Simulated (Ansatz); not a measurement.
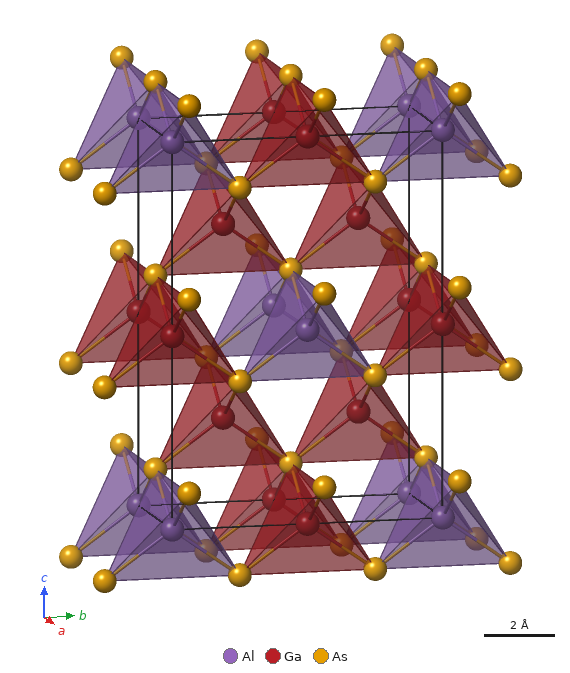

An orthographic polyhedral view of the structure, slightly off an axis. The frame is the conventional unit cell; atoms at its boundary are shown with their periodic copies. Some atoms of the next cells are drawn as well.

AlGa₃As₄, space group Amm2 (No. 38), a = 4.012 Å, b = 8.021 Å, c = 11.329 Å, α = 90.00°, β = 90.00°, γ = 90.00°. The structure was taken from a structure type filled with these elements by a generator (whether the compound takes this form wasn't checked). Earlier steps of the study, as a rule a relaxation of our own, may have changed the cell and positions, so they can lie some per cent off the listed ones. It went into a calculation with Ansatz.

This one geometry was computed with Ansatz (DFT, plane waves, PAW) at five levels of theory: PBE0, PBE, HSE06, r2SCAN and PBE with spin-orbit coupling. It was relaxed beforehand with r2SCAN.

Q: Which level gives the highest pressure at this volume, and what does that say about its equilibrium volume?

A: Highest: PBE (2.5 GPa) and PBE with spin-orbit coupling (2.5 GPa), which points to the largest equilibrium volume. Lowest, with the smallest volume: PBE0 (0.3 GPa), HSE06 (0.5 GPa) and r2SCAN (0.0 GPa). Levels within 0.5 GPa of each other can't be told apart.

Q: How does the band gap change with the level of theory?

A: PBE with spin-orbit coupling: a gap of 0.60 eV, direct; PBE: a gap of 0.70 eV, direct; r2SCAN: a gap of 1.18 eV, direct; HSE06: a gap of 1.60 eV, direct; PBE0: a gap of 2.24 eV, direct.

Q: Collect the results in a table.

A:
| level | cutoff (eV) | k-mesh of the run's cell | gap (eV) | pressure (GPa) |
| --- | --- | --- | --- | --- |
| PBE0 | 420 | 4×2×2 | 2.24 | 0.3 |
| PBE | 420 | 6×4×4 | 0.70 | 2.5 |
| HSE06 | 420 | 4×2×2 | 1.60 | 0.5 |
| r2SCAN | 500 | 6×4×4 | 1.18 | 0.0 |
| PBE with spin-orbit coupling | 420 | 6×4×4 | 0.60 | 2.5 |

Gaps are taken on the k-mesh or band path of each run.
